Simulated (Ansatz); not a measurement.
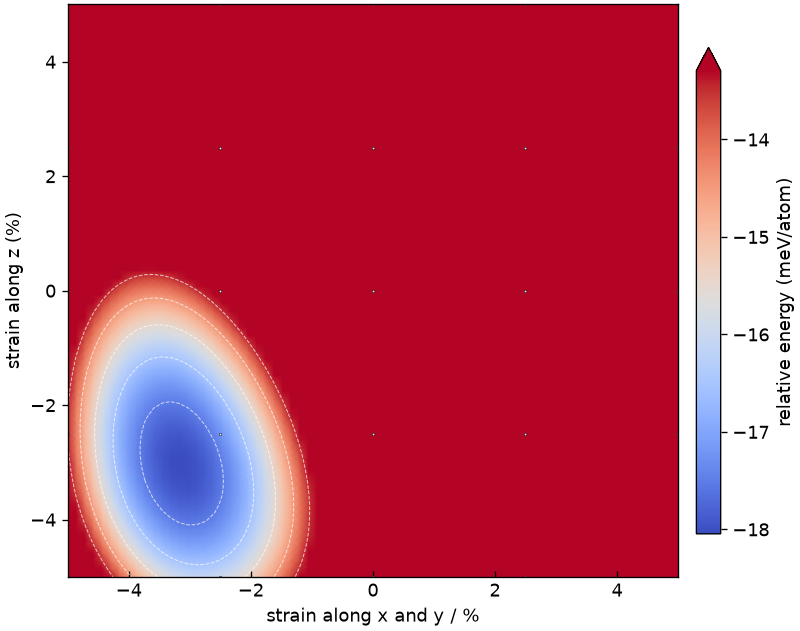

NaF (Fm-3m, No. 225; 2 atoms in the cell). The cell is strained homogeneously, by one strain along x and y and another along z, with fractional coordinates fixed (x, y and z along the cube axes). The first coordinate is: strain along x and y; the second: strain along z. Grid: 5 × 5 points. All energies are given in meV/atom relative to the unstrained cell. The reference cell is the one listed in the database, not relaxed at this level. Method: DFT LDA, scalar-relativistic, plane waves, PAW in Ansatz. Settings: cutoff 420 eV, k-mesh 8×8×8, gaussian smearing 0.05 eV, no spin polarisation.

Drawn: a smooth colour map with a few white contour lines, dots at the grid points, one colour for all values above the top of the scale. Between grid points the surface is interpolated.

Estimate the clamped-ion elastic constants that this map fixes.

With the cell volume of 25.1 Å³, the curvatures of the interpolated surface at its minimum give C₁₁ + C₂₂ + 2C₁₂ ≈ 310 GPa, C₃₃ ≈ 129 GPa and C₁₃ + C₂₃ ≈ 50 GPa (clamped ions, Cartesian axes of the cell). A stretch of 1 % along z with free sides (kept equal in x and y) would change the in-plane lengths by about −0.16 %.
